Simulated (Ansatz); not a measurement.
System: GaP, space group F-43m (No. 216) (one of a set of cubic test structures, which need not be the stable phase).

Input of one of the runs behind the figure:
```
crystal:
  lattice:
    - [0.0, 2.736509509985, 2.736509509985]
    - [2.736509509985, 0.0, 2.736509509985]
    - [2.736509509985, 2.736509509985, 0.0]
  atoms:
    - { symbol: Ga, position: [0.0, 0.0, 0.0] }
    - { symbol: P, position: [0.25, 0.25, 0.25] }
kpoints:
  mp_grid: { grid: [4, 4, 4] }
hamiltonian:
  xc: hse06
  pseudopotentials: { kind: paw, source: ansatz }
scf:
  occupations: { method: fermi_dirac, width: 0.05 }
  convergence: { dr2_threshold: "1e-10 eV" }
  exx: { energy_threshold: "2e-8 eV", singularity: regularized }
output:
  forces: true
  stress: true
  eigenvalues: true
```

Command:
```bash
ansatz run input.yaml --threads 2
```

How it was computed, with Ansatz 0.2.0 development build: equation of state of a cubic crystal from periodic Kohn-Sham density functional theory without spin, third-order Birch-Murnaghan fit to the free energies; pressure corrected for the finite basis. Level: HSE06.

```tsv
setting	value
structure type	zinc blende
atoms in cell	2
space group number	216
lattice centring	face-centred primitive
k mesh	4×4×4
occupation method	Fermi–Dirac
occupation width	0.05 eV
wave cutoff	1020 eV
datasets	hand-made PAW
density tolerance	0 eV
bands	17
density cutoff ratio	5
search for lower states	default
exchange singularity	regularized
```

Describe the result: the energy above the lowest point against volume. The volume takes the values 19.24, 19.86, 20.49, 21.12, 21.75 Å³/atom.

A third-order Birch–Murnaghan fit gives V0 = 20.50 Å³/atom, B0 = 87.9 GPa and B′ = 4.3. The energy above the lowest point is 24.0 meV/atom at volume 19.24 Å³/atom and 18.6 meV/atom at 21.75 Å³/atom; the lowest computed point is at volume 20.49 Å³/atom (0.0 meV/atom), and no other minimum shows among the points.

```csv
volume (Å³/atom),energy above the lowest point (meV/atom)
19.24,24.0
19.86,5.8
20.49,0.0
21.12,4.8
21.75,18.6
```

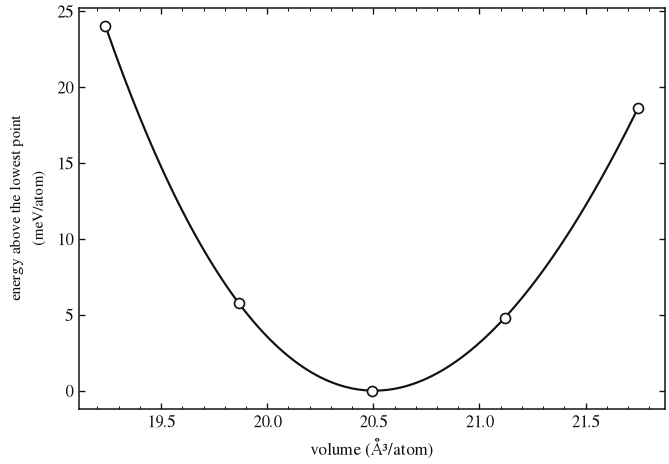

Limits of the calculation: modest k-mesh, values are not fully converged in k.
